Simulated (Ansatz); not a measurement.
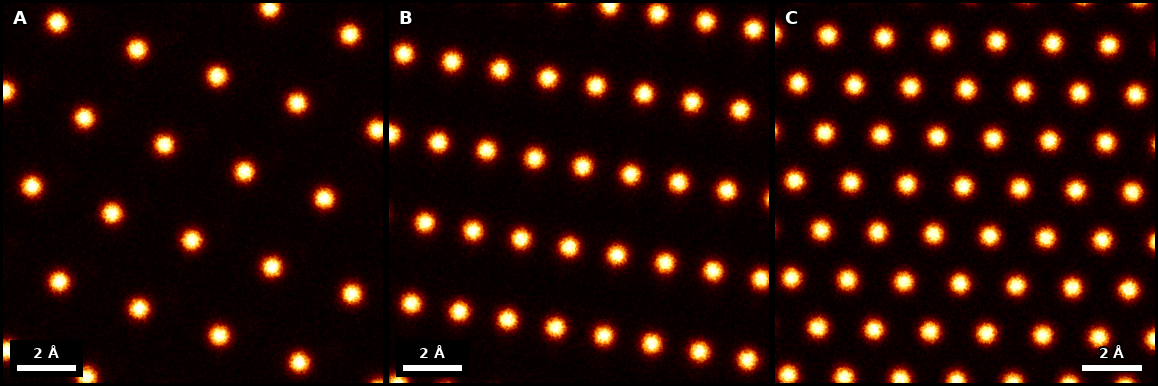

Three views of TaN (R3m, No. 160) along different zone axes. The image is simulated as a sum over atoms of Z^1.8, blurred by a 0.54 Å probe (no channelling). The probe carries 15 % of its weight in a tail 2.5 times as wide. Shot noise was added. Model: the geometry relaxed with DFT PBE, scalar-relativistic, plane waves, PAW in Ansatz 0.2.0; the starting structure was generated, so it need not be a known form of this composition.

```yaml
crystal:
  lattice:
    - [3.33283, 0.00000, 0.00000]
    - [-1.66642, 2.88632, 0.00000]
    - [0.00000, 0.00000, 8.38529]
  atoms:
    - { symbol: Ta, position: [0.66667, 0.33333, 0.33012] }
    - { symbol: N, position: [0.66667, 0.33333, 0.08655] }
    - { symbol: Ta, position: [0.33333, 0.66667, 0.66345] }
    - { symbol: N, position: [0.33333, 0.66667, 0.41988] }
    - { symbol: Ta, position: [0.00000, 0.00000, 0.99678] }
    - { symbol: N, position: [0.00000, 0.00000, 0.75322] }
```

Question: Match the panels to the zone axes [001], [100] and [210].

Answer: A is [100]: projected cell 2.89 × 2.96 Å, 109°. B is [210]: projected cell 1.67 × 2.80 Å, 90°, plane group pm. C is [001]: projected cell 1.92 × 1.92 Å, 120°, plane group p6mm.
